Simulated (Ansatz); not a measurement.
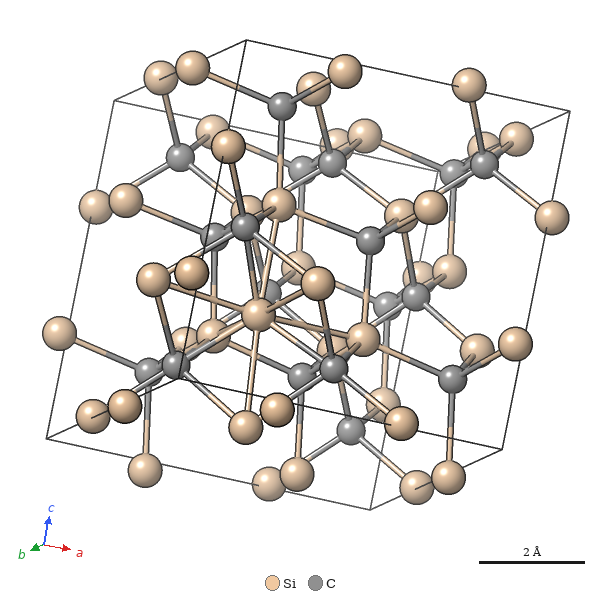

We look at a ball-and-stick model of the crystal from a general direction. Lines trace the edges of the supercell. The host is SiC, in a cell of 36 sites, and the cell is neutral.

> Describe the defect.

An interstitial silicon atom. It is bonded to six Si and three C (about 2.2 to 2.4 Å to Si, 1.9 Å to C).

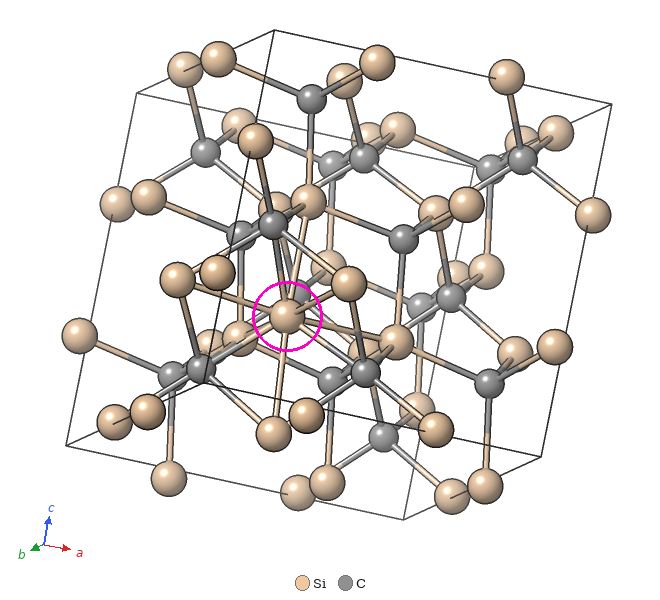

The same cell with a ring at the defect's site.

The atoms were relaxed in the host's cell with DFT PBE, scalar-relativistic, plane waves, PAW in Ansatz.
